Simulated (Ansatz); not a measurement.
## Single-point calculation, with input and output: Hf16HO32 (part 1 of 2)

The run: single-point calculation of Hf16HO32 (defect cell, 49 atoms in the cell). Method and program: DFT PBE, scalar-relativistic, plane waves, PAW, spin-polarised (Ansatz 0.2.0).

The structure derives from a Materials Project entry.

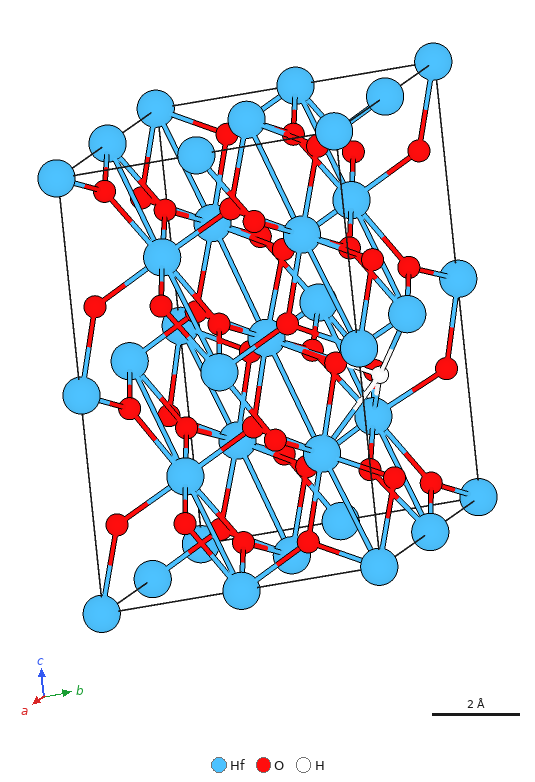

*The structure (ball-and-stick view of the cell of the calculation, seen slightly off an axis). An atom can appear more than once, as a periodic image.*

Input file
```yaml
crystal:
  lattice:
    - [-4.813533, -4.813533, 3.205415]
    - [-4.813533, 4.813533, 3.205415]
    - [-9.627066, 0.0, -6.410831]
  atoms:
    - { symbol: Hf, position: [0.003616613, -0.0035321492, 0.0006519821] }
    - { symbol: Hf, position: [0.2504781301, 0.2482470683, 0.7504312383] }
    - { symbol: Hf, position: [0.4974317275, 0.5003891856, -0.0002788774] }
    - { symbol: Hf, position: [0.5027838942, 0.4925037287, 0.5007395532] }
    - { symbol: Hf, position: [0.7582087459, 0.7430295147, 0.248660857] }
    - { symbol: Hf, position: [0.7478151195, 0.748100563, 0.7494961935] }
    - { symbol: Hf, position: [-0.0050732166, 0.0019117012, 0.5001460635] }
    - { symbol: Hf, position: [0.2455546904, 0.2550841373, 0.2494245417] }
    - { symbol: Hf, position: [0.7525940547, 0.2468636658, 0.7520140609] }
    - { symbol: Hf, position: [-0.0025349649, 0.4994864576, 0.5000991043] }
    - { symbol: Hf, position: [0.2483172453, 0.7481267985, 0.7485916476] }
    - { symbol: Hf, position: [0.2587160589, 0.7502855052, 0.2537983533], spin: 0.2 }
    - { symbol: Hf, position: [0.4993005552, -0.0001803598, -0.000517808] }
    - { symbol: Hf, position: [0.4989387871, -0.001896552, 0.4998529303] }
    - { symbol: Hf, position: [0.74769328, 0.2466641596, 0.2482567649] }
    - { symbol: Hf, position: [-0.0012375192, 0.4980239365, -0.0014673209] }
    - { symbol: O, position: [0.6722867203, 0.4770559949, 0.825815023] }
    - { symbol: O, position: [0.9202454215, 0.7291268743, 0.5741601168] }
    - { symbol: O, position: [0.1729223102, 0.9767691831, 0.8250109472] }
    - { symbol: O, position: [0.1532945338, 0.9869395152, 0.3207124474], spin: 0.09 }
    - { symbol: O, position: [0.4199912736, 0.2283443197, 0.0762600066] }
    - { symbol: O, position: [0.4238253889, 0.2235403938, 0.5772061104] }
    - { symbol: O, position: [0.6700140847, 0.4764920785, 0.3244746414] }
    - { symbol: O, position: [0.9280846098, 0.7256934971, 0.0747701815] }
    - { symbol: O, position: [0.7726482757, 0.074505013, 0.9254358914] }
    - { symbol: O, position: [0.0220269144, 0.3267093698, 0.674541566] }
    - { symbol: O, position: [0.270501554, 0.5748890132, 0.9222083392] }
    - { symbol: O, position: [0.2710833939, 0.5630581452, 0.4275581806], spin: 0.2 }
    - { symbol: O, position: [0.5326739069, 0.8217068653, 0.1674974183], spin: 0.2 }
    - { symbol: O, position: [0.5189898971, 0.8253343533, 0.6739361808] }
    - { symbol: O, position: [0.7663493214, 0.081183265, 0.4247126737] }
    - { symbol: O, position: [0.016983716, 0.3296599614, 0.1739455977] }
    - { symbol: O, position: [0.4803066842, 0.1722714964, 0.824995537] }
    - { symbol: O, position: [0.7293873329, 0.4148592938, 0.5768088344] }
    - { symbol: O, position: [0.9775788397, 0.6706122313, 0.8245942434] }
    - { symbol: O, position: [0.9851479041, 0.6681222509, 0.3239211919] }
    - { symbol: O, position: [0.2306441575, 0.9199560768, 0.0774849131] }
    - { symbol: O, position: [0.2282596181, 0.9189279746, 0.5724734689] }
    - { symbol: O, position: [0.4758924461, 0.1663221669, 0.3248590669] }
    - { symbol: O, position: [0.7279415926, 0.4207143912, 0.0742411489] }
    - { symbol: O, position: [0.8265763259, 0.0187505308, 0.6751237938] }
    - { symbol: O, position: [0.0763762015, 0.2696308523, 0.4251508317] }
    - { symbol: O, position: [0.3282401775, 0.5190610633, 0.6730719083] }
    - { symbol: O, position: [0.3280758566, 0.5218199291, 0.1740454575] }
    - { symbol: O, position: [0.5750487178, 0.7709527198, 0.9223450786] }
    - { symbol: O, position: [0.5934073209, 0.7625785947, 0.4282426854], spin: 0.1 }
    - { symbol: O, position: [0.8279725894, 0.0171600302, 0.174599824] }
    - { symbol: O, position: [0.0791254209, 0.26792923, 0.9247430559] }
    - { symbol: H, position: [0.3859516723, 0.8366226802, 0.3600267412], spin: 0.44 }
magnetization:
  spin_polarized: true
basis:
  ecutwfc: 420
  fft_grid_basis: typed
kpoints:
  mp_grid: { grid: [2, 2, 1] }
hamiltonian:
  xc: pbe
  pseudopotentials: { kind: paw }
scf:
  occupations: { method: gaussian, width: 0.05 }
output:
  forces: true
  stress: false
  eigenvalues: true
  bader: true
  write_density: true
  volumetric_format: npy
  populations: true
```

Command:
```bash
ansatz run input.yaml --threads 4 --pin off --max-ram 10240MiB --backend cpu --events-out ev --progress --plain --runs-dir out
```

Log
```
Engine: ansatz 0.2.0, aarch64-unknown-linux-gnu
Pseudopotentials: kind: paw
Pseudopotential: Hf, paw, valence charge 26, recommended cutoff 420 eV (normal), Hf.paw.azcp
Pseudopotential: O, paw, valence charge 6, recommended cutoff 420 eV (normal), O.paw.azcp
Pseudopotential: H, paw, valence charge 1, recommended cutoff 420 eV (normal), H.paw.azcp
Functional definition: PBE
  parameter kappa = 0.804
  parameter beta = 0.06672455060314922
  exchange = pbe_x(kappa = kappa, mu = beta*pi^2/3)
  correlation = pbe_c(beta = beta)
Crystal: 49 atoms, lattice volume = 594.158 Å³
Basis set: ecut = 420 eV, 11539 PW (Γ), exchange–correlation on 108×108×160 points (8 copies of the dense FFT grid, shifted against one another)
Bands: 367, of which v1, the nominal top of the filled ones, is band 305 counted from 1 (304 counted from 0)
Symmetry: 1 space group operations
Space group: P1 (ITA 1), of the structure as read, at distance tolerance 8.4e-5 Å
Magnetic group: BNS 1.1 (UNI 1), of the structure as read, at distance tolerance 8.4e-5 Å
k-points: 4
Non-local potential: Hf, projectors of the file, l = 0: 3, l = 1: 2, l = 2: 2, l = 3: 3
Non-local potential: O, projectors of the file, l = 0: 2, l = 1: 2, l = 2: 1
Non-local potential: H, projectors of the file, l = 0: 2, l = 1: 1
PAW form: soft (Blöchl's): semilocal exchange-correlation on the pseudo side does not see the compensation charge
PAW one-centre angular grid: Hf, 590 points (default); XC on 64 Gauss nodes
PAW one-centre angular grid: O, 110 points (default); XC on 64 Gauss nodes
PAW one-centre angular grid: H, 110 points (default); XC on 64 Gauss nodes
Initial density: superposition of atomic densities (chi_scale 0.1, normalization cell, long waves kept (reshape's long-wave potential 0.05 eV rms))
Starting moments: Σ|m| = 1.23 μB on 6 of 49 sites
Initial wavefunctions: pseudopotential atomic-orbital guess
Functional: x = pbe(κ = 0.804, μ = 0.2195149727645171), c = pbe(β = 0.06672455060314922)
SCF iter   1: F=—  HF=-269803.019599 eV  |F-HF|=—  |Δ(HF+E_count)|=         —  Δρ=4.23e-2 (↑4.23e-2 ↓4.19e-2)  dr2=3.87e1  dr2_m=6.56e-2  M=1.000 μB ∫|m|=1.029 μB  β_m=0.30  ethr=3.10e-3  ⟨swp⟩=5.0  Hψ=8635  notcnv=0  defer=108
Mixer restart at iter 1: flushing history
preconditioner: auto → Resta (q_TF=auto, 2.740 Å⁻¹)  ε∞=4.8  [insulator: Δε(μ)=0.250 eV  Ē_g=18.765 eV  σ=0.050 eV  W_gap=1.00  n_scr=206 (ndim 8)  ℏωp=36.6 eV  f_vac=0.003  D(μ)=0.01/eV (n_scr^D=0)  ε∞_Penn≈4.8]
spin=Collinear: Resta preconditioning applied to the charge; magnetization (m = ρ↑ − ρ↓) channel mixes plain (no charge-response kernel on spin).
SCF iter   2: F=—  HF=-269795.768492 eV  |F-HF|=—  |Δ(HF+E_count)|=    7.25e0  Δρ=2.70e-2 (↑2.70e-2 ↓2.70e-2)  dr2=1.64e1  dr2_m=4.26e-2  M=1.000 μB ∫|m|=1.034 μB  β_m=0.51  ethr=3.10e-3  ⟨swp⟩=3.0  Hψ=5727  notcnv=0  defer=435
SCF iter   3: F=—  HF=-269796.771727 eV  |F-HF|=—  |Δ(HF+E_count)|=    1.00e0  Δρ=1.12e-2 (↑1.11e-2 ↓1.12e-2)  dr2=3.07e0  dr2_m=1.17e-2  M=1.000 μB ∫|m|=1.047 μB  β_m=0.58  ethr=2.70e-3  ⟨swp⟩=2.0  Hψ=3733  notcnv=0  defer=435
SCF iter   4: F=—  HF=-269797.783482 eV  |F-HF|=—  |Δ(HF+E_count)|=    1.01e0  Δρ=4.74e-3 (↑4.63e-3 ↓4.74e-3)  dr2=3.85e-1  dr2_m=4.93e-3  M=1.000 μB ∫|m|=1.057 μB  β_m=0.65  ethr=5.04e-4  ⟨swp⟩=2.8  Hψ=5557  notcnv=0  defer=435
SCF iter   5: F=—  HF=-269797.865072 eV  |F-HF|=—  |Δ(HF+E_count)|=   8.16e-2  Δρ=1.92e-3 (↑1.85e-3 ↓1.92e-3)  dr2=8.57e-2  dr2_m=9.91e-4  M=1.000 μB ∫|m|=1.057 μB  β_m=0.80  ethr=6.32e-5  ⟨swp⟩=2.0  Hψ=5005  notcnv=0  defer=435
SCF iter   6: F=—  HF=-269797.890258 eV  |F-HF|=—  |Δ(HF+E_count)|=   2.52e-2  Δρ=4.75e-4 (↑4.72e-4 ↓4.75e-4)  dr2=4.78e-3  dr2_m=9.36e-6  M=1.000 μB ∫|m|=1.057 μB  β_m=0.78  ethr=1.41e-5  ⟨swp⟩=2.0  Hψ=4908  notcnv=0  defer=435
SCF iter   7: F=—  HF=-269797.892216 eV  |F-HF|=—  |Δ(HF+E_count)|=   1.96e-3  Δρ=2.95e-4 (↑2.93e-4 ↓2.95e-4)  dr2=1.88e-3  dr2_m=2.44e-6  M=1.000 μB ∫|m|=1.057 μB  β_m=0.83  ethr=7.86e-7  ⟨swp⟩=2.0  Hψ=5372  notcnv=0  defer=435
SCF iter   8: F=—  HF=-269797.893793 eV  |F-HF|=—  |Δ(HF+E_count)|=   1.58e-3  Δρ=1.29e-4 (↑1.29e-4 ↓1.29e-4)  dr2=3.29e-4  dr2_m=9.04e-7  M=1.000 μB ∫|m|=1.057 μB  β_m=0.79  ethr=3.08e-7  ⟨swp⟩=2.0  Hψ=5372  notcnv=0  defer=435
SCF iter   9: F=—  HF=-269797.894026 eV  |F-HF|=—  |Δ(HF+E_count)|=   2.33e-4  Δρ=6.33e-5 (↑6.27e-5 ↓6.33e-5)  dr2=8.08e-5  dr2_m=4.05e-7  M=1.000 μB ∫|m|=1.057 μB  β_m=0.73  ethr=5.39e-8  ⟨swp⟩=2.2  Hψ=5366  notcnv=0  defer=435
SCF iter  10: F=—  HF=-269797.894034 eV  |F-HF|=—  |Δ(HF+E_count)|=   7.40e-6  Δρ=3.06e-5 (↑3.06e-5 ↓3.02e-5)  dr2=1.62e-5  dr2_m=1.63e-7  M=1.000 μB ∫|m|=1.057 μB  β_m=0.82  ethr=1.33e-8  ⟨swp⟩=2.0  Hψ=5252  notcnv=0  defer=435
SCF iter  11: F=—  HF=-269797.894048 eV  |F-HF|=—  |Δ(HF+E_count)|=   1.41e-5  Δρ=1.13e-5 (↑1.13e-5 ↓1.13e-5)  dr2=3.19e-6  dr2_m=1.90e-8  M=1.000 μB ∫|m|=1.057 μB  β_m=0.79  ethr=2.67e-9  ⟨swp⟩=2.0  Hψ=5372  notcnv=0  defer=435
SCF iter  12: F=—  HF=-269797.894048 eV  |F-HF|=—  |Δ(HF+E_count)|=   1.37e-7  Δρ=5.50e-6 (↑5.50e-6 ↓5.33e-6)  dr2=5.69e-7  dr2_m=1.22e-9  M=1.000 μB ∫|m|=1.057 μB  β_m=0.79  ethr=5.24e-10  ⟨swp⟩=2.0  Hψ=5372  notcnv=0  defer=435
SCF iter  13: F=—  HF=-269797.894048 eV  |F-HF|=—  |Δ(HF+E_count)|=   3.88e-7  Δρ=2.57e-6 (↑2.56e-6 ↓2.57e-6)  dr2=1.26e-7  dr2_m=1.16e-10  M=1.000 μB ∫|m|=1.057 μB  β_m=0.73  ethr=9.34e-11  ⟨swp⟩=2.0  Hψ=4860  notcnv=0  defer=435
SCF iter  14: F=-269797.894048 eV  HF=-269797.894048 eV  |F-HF|=1.98e-9  |Δ(HF+E_count)|=   1.85e-8  Δρ=1.05e-6 (↑9.97e-7 ↓1.05e-6)  dr2=2.07e-8  dr2_m=9.77e-11  M=1.000 μB ∫|m|=1.057 μB  ethr=1.64e-11  ⟨swp⟩=9.6  Hψ=13461  notcnv=0
SCF 1 converged in 14 iterations: F = -269797.894048 eV  dr2 = 2.07e-8
  greatest PAW one-centre occupation: 0.999 electrons in one spin orbital (limit 2), on the Hf atom at site 9 (counted from 0), in its partial waves of l = 0
```

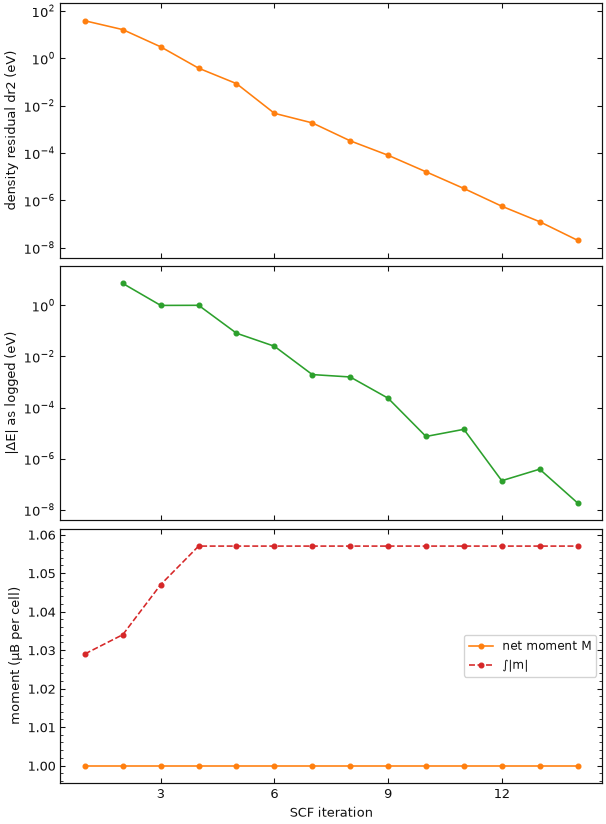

*Convergence of the self-consistent field: density residual dr2, size of the energy change and magnetic moment against the SCF iteration.*

The residual falls at every step. The net moment stays at 1.0 μB per cell.

```
SCF converged after 14 iterations
Magnetization: 1.0000 μB (305.0000 up, 304.0000 down)
Absolute magnetization: 1.0591 μB (∫|ρ↑−ρ↓|, with the PAW one-centre terms)
Spin contamination: 0.0033 ħ² per cell (⟨S²⟩ above its minimum at these occupations)
Per-site moments (μB) at R_I (Å): [(0.00018244187750753784, 0.8532622546686843), (9.656688943798325e-5, 0.8546344394097382), (0.00012209198705588045, 0.8549359923037697), (0.00015625115575147454, 0.8499382565414192), (0.0003271241341594655, 0.8485904426834866), (0.00026268080241077725, 0.8547383061115281), (0.0021599511946515776, 0.8537015958630467), (0.001990819435427673, 0.852194244336768), (0.000370629060122051, 0.8538253953495547), (0.0026642521536422675, 0.8521007200128766), (0.0001240041545430181, 0.8553804795264849), (0.0310840180766168, 0.8498070385673477), (0.002838627965862058, 0.8512953633331433), (-8.705856267806422e-5, 0.8502890400603885), (8.06247126428893e-5, 0.8514944879768509), (0.0003272040840878388, 0.8535229508957384), (3.1719800279387754e-5, 0.8538253953495547), (0.00025162848014151416, 0.8528700660491761), (5.4159016088219604e-5, 0.8566296509117183), (0.09175966217186673, 0.8248802135110899), (-9.878952233005875e-5, 0.8573495313466767), (0.0006279479294528679, 0.8502890400603885), (9.406725040254824e-5, 0.857793932319866), (0.001012302960733747, 0.8521167985939417), (0.0002978662166649114, 0.8548439782347863), (0.00024160913567484616, 0.8546344394097382), (0.0003190298584963771, 0.8549359923037697), (0.044945669492132294, 0.8521007200128766), (0.04638936561756662, 0.8512953633331433), (0.00023108426143207464, 0.8547383061115281), (0.0036696433986550653, 0.8537444012344974), (0.003214231015842619, 0.8537967857546634), (0.0008470094413484116, 0.8547785597130497), (0.002799089829076894, 0.8499382565414192), (0.0002866190086153912, 0.8560940116704443), (0.004502897229385433, 0.8485904426834866), (0.0025581179634745427, 0.8532622546686843), (0.003392179169016511, 0.8588598758454973), (0.0036864007106582335, 0.8592257517689338), (0.0003325686117825963, 0.8566609609288905), (0.0006268984137253483, 0.8544652105069939), (0.0013754340510188923, 0.8537015958630467), (-4.060448713353356e-5, 0.8553804795264849), (0.0023898309710925856, 0.852194244336768), (0.0006667391162356656, 0.8552353102628415), (0.10398113196785753, 0.7742794498868028), (0.00022783072285459835, 0.8514944879768509), (4.2655466409056624e-5, 0.8535229508957384), (0.43655992830178897, 0.7742794498868028)]
Free energy (F): -269797.894048 eV
Harris-Foulkes:  -269797.894048 eV  (|F-HF|=1.98e-9)
Internal energy: -269797.894048 eV  (E = F + TS)
E sigma→0 (E₀):  -269797.894048 eV
Fermi energy:    14.882400 eV
--- Per-component energies (eV) ---
  E_band       = -784.084235
  E_kinetic    = 12383.533326
  E_local      = -103350.570160  (includes V_loc(G=0)·N_el)
  E_nonlocal   = -18341.021310
  E_hartree    = 47092.504728
  E_xc         = -7175.025397
  E_vxc        = -7288.708243  (∫ρ·V_xc dr)
  E_paw        = -115909.402289  (= ΣΔE_a)
  E_vpaw       = 21627.594047  (= ΣTr[D̂ρ^β])
  E_aug_tail   = 0.079213  (compensation charges beyond the density's cutoff)
  E_ewald      = -84497.992159
  E_smearing   = -0.000000  (= −TS)
  E_closure    = 0.000000  (closes the sum)
  Σ components = -269797.894048   (vs F -269797.894048, Δ=0.00e0)
--- Forces (eV/Å), atoms counted from 1 ---
  atom   1  Hf     0.00392998     0.00377578     0.00595426
  atom   2  Hf    -0.00093464    -0.00483857     0.00254995
  atom   3  Hf     0.00723207    -0.00405232     0.00921247
  atom   4  Hf    -0.00493831    -0.00653304    -0.01082664
  atom   5  Hf    -0.00020408    -0.00036791     0.00137740
  atom   6  Hf     0.00189264     0.00419478    -0.00755572
  atom   7  Hf    -0.00631823     0.00126157    -0.00376535
  atom   8  Hf    -0.00063159    -0.00584357     0.00066271
  atom   9  Hf    -0.00063887     0.00440198    -0.00248206
  atom  10  Hf    -0.00540219     0.00406529    -0.00393269
  atom  11  Hf     0.00090143    -0.00220740     0.00176010
  atom  12  Hf     0.00096460     0.00294181     0.00200770
  atom  13  Hf    -0.00131066     0.00225523     0.00509592
  atom  14  Hf     0.00149280     0.00007986    -0.00810166
  atom  15  Hf     0.00205431     0.00493486    -0.00086925
  atom  16  Hf     0.00674104    -0.00116089     0.00820276
  atom  17  O     -0.00113186     0.00052158    -0.00221562
  atom  18  O     -0.00007254     0.00208228     0.00012584
  atom  19  O      0.00015088    -0.00065304    -0.00119169
  atom  20  O      0.01806302    -0.00062932     0.00365602
  atom  21  O     -0.00166737     0.00287417    -0.00207798
  atom  22  O     -0.00214755     0.00325059    -0.00158536
  atom  23  O     -0.00495006     0.00294441     0.00155043
  atom  24  O     -0.00067351    -0.00063797     0.00153535
  atom  25  O      0.00074008     0.00068470    -0.00535030
  atom  26  O      0.00108831     0.00028214     0.00477559
  atom  27  O     -0.00226937     0.00066328    -0.00318188
  atom  28  O      0.00273593    -0.00309652     0.00541356
  atom  29  O      0.00200768    -0.00406005    -0.00402168
  atom  30  O      0.00231985     0.00176583    -0.00279609
  atom  31  O      0.00056533    -0.00143652     0.00493176
  atom  32  O     -0.00416254    -0.00359648    -0.00141368
  atom  33  O     -0.00231283    -0.00047276    -0.00465130
  atom  34  O     -0.00316577    -0.00151298     0.00440751
  atom  35  O     -0.00233630    -0.00105300    -0.00123496
  atom  36  O      0.00187880    -0.00483671     0.00441652
  atom  37  O      0.00218950    -0.00381251    -0.00370162
  atom  38  O     -0.00387672    -0.00186331    -0.00074012
  atom  39  O     -0.00272342    -0.00094884     0.00597946
  atom  40  O     -0.00062387     0.00081743    -0.00363747
  atom  41  O      0.00147893    -0.00277751     0.00188341
  atom  42  O      0.00196514     0.00030244     0.00191248
  atom  43  O     -0.00052888     0.00216812     0.00039792
  atom  44  O     -0.00727027     0.00405561    -0.00119890
  atom  45  O     -0.00652491     0.00397298    -0.00237632
  atom  46  O      0.01048379     0.00886969     0.00425707
  atom  47  O     -0.00241814     0.00044957     0.00008293
  atom  48  O     -0.00134413    -0.00037811    -0.00272464
  atom  49  H     -0.00030718    -0.00685150    -0.00051687
  max |Σ_I F_I| component: 9.71e-6 eV/Å
--- Band table (eV; the first three rows and the last of 8) ---
```
